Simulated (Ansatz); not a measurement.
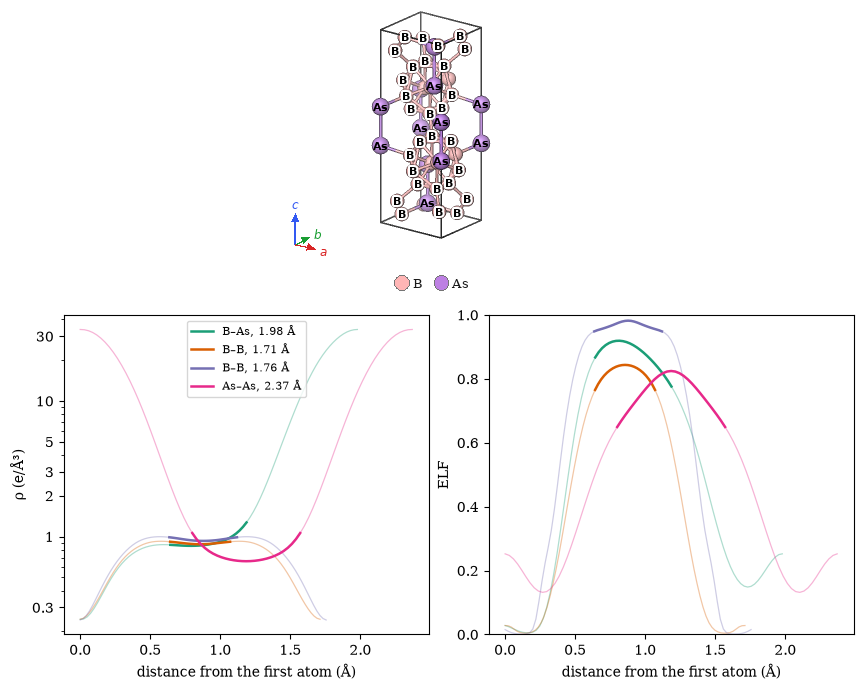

B6As. Valence pseudo-density and electron localisation function along straight lines between neighbouring atoms. Thin, pale parts lie inside the atomic spheres. The structure is drawn too.

Space group R-3m; a structure from a database of computed crystals, not necessarily the ambient phase.

All numbers below come from Ansatz 0.2.0, DFT LDA, scalar-relativistic, plane waves, PAW.

In a PAW calculation such maps are meaningful between the atoms, not at the nuclei.

Q: What can be read from the curves?

A: B–As (1.98 Å): ρ is about 0.91 e/Å³ halfway; the ELF peaks at about 0.90 between the atoms.
B–B (1.71 Å): ρ at the midpoint is about 0.88 e/Å³; the ELF peaks at about 0.85 between the atoms.
B–B (1.76 Å): ρ at the midpoint is about 0.93 e/Å³; the ELF peaks at about 1 between the atoms.
As–As (2.37 Å): ρ is about 0.66 e/Å³ halfway; the ELF peaks at about 0.80 between the atoms, as expected for a covalent bond.
